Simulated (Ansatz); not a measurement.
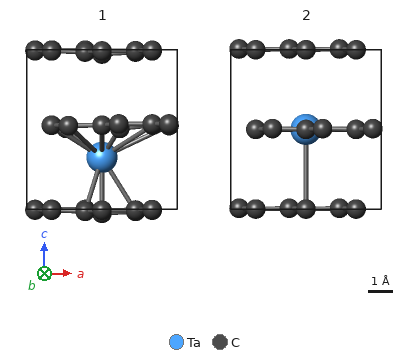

Two geometries of a defect cell of composition TaC$_{35}$ (cell charge +1), drawn at one scale. One is the start of a relaxation, the other its converged end. Style: ball-and-stick. Shown: the cell of the calculation (origin shifted), along the b axis.

The calculation used Ansatz, DFT, PBE, plane-wave PAW, default files, scalar-relativistic. (plane-wave cutoff 420 eV; k-point mesh 3 × 3 × 3; occupations fermi dirac; smearing width 0.01 eV; no spin polarisation; atoms relaxed in a fixed cell; force threshold 0.03 eV/Å; at most 40 steps)

**Which of the two is the end point?**

Structure 1 is the relaxed one. The energy falls by 29.172 eV per cell of the calculation in 10 accepted moves (11 points after the start). Largest force component: 41 eV/Å at the start, 0.01 eV/Å at the end. The line search rejected the trial step at point 9 of the run. The atom that moves furthest is the Ta atom (1.19 Å along −c). Largest moves by element: Ta 1.19 Å, C 0.23 Å. The cell doesn't change. Near-neighbour distances that change, for instance: C–Ta 3.395 → 2.386 Å, C–Ta 3.651 → 2.713 Å, C–Ta 1.426 → 1.962 Å, C–Ta 2.470 → 2.844 Å. Bond angles that change, for instance: Ta–C–C 150.0° → 140.7°, Ta–C–C 119.9° → 114.3°, C–C–C 119.9° → 125.1°.

Limits of the set-up: the periodic images lie only 6.8 Å apart, so the values are limited by the cell's size; the cell is charged, on a uniform background, and energies carry no finite-size correction.
